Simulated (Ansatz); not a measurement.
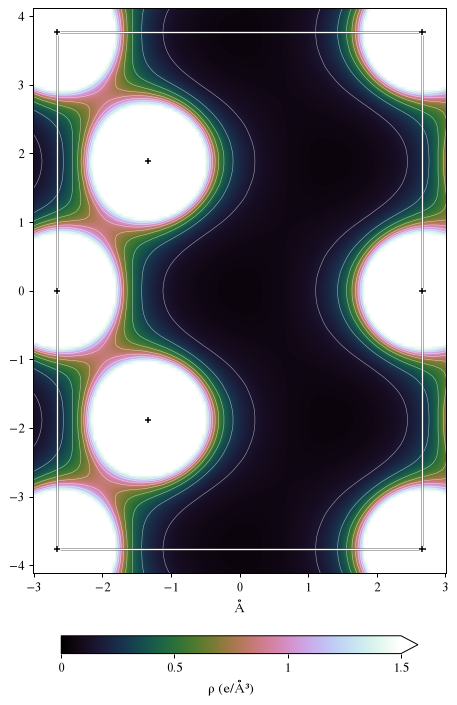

The valence electron density on a plane through atoms (crosses mark nuclei in the plane).

Method: DFT, revPBE, plane waves (420 eV) with PAW, scalar-relativistic (Ansatz 0.2.0).

Candidates:
A. Al, a = 2.77 Å, b = 2.77 Å, c = 2.77 Å, α = 90.00°, β = 90.00°, γ = 90.00°. Space group Pm-3m; set up as Al, simple cubic; a generated structure, not necessarily the stable one; changed on purpose from its base cell (volume × 1.04); computed pressure about −2 GPa in this cell; computed without spin polarisation.
B. Ru, a = 5.33 Å, b = 5.33 Å, c = 5.33 Å, α = 90.00°, β = 90.00°, γ = 90.00°. Space group Fd-3m; set up as Ru, diamond; a generated structure, not necessarily the stable one; changed on purpose from its base cell (volume × 0.92); computed pressure about 16 GPa in this cell; computed without spin polarisation.
C. Cr, a = 2.48 Å, b = 2.48 Å, c = 8.72 Å, α = 90.00°, β = 90.00°, γ = 120.00°. Space group P6₃/mmc; set up as Cr, dhcp; a generated structure, not necessarily the stable one; changed on purpose from its base cell (volume × 0.96); computed pressure about 10 GPa in this cell; computed without spin polarisation.

**Which candidate gave the map?**

Candidate B: Ru on the (110) plane of the conventional cell, which holds Ru. Ru–Ru (2.31 Å): ρ is about 0.84 e/Å³ halfway.
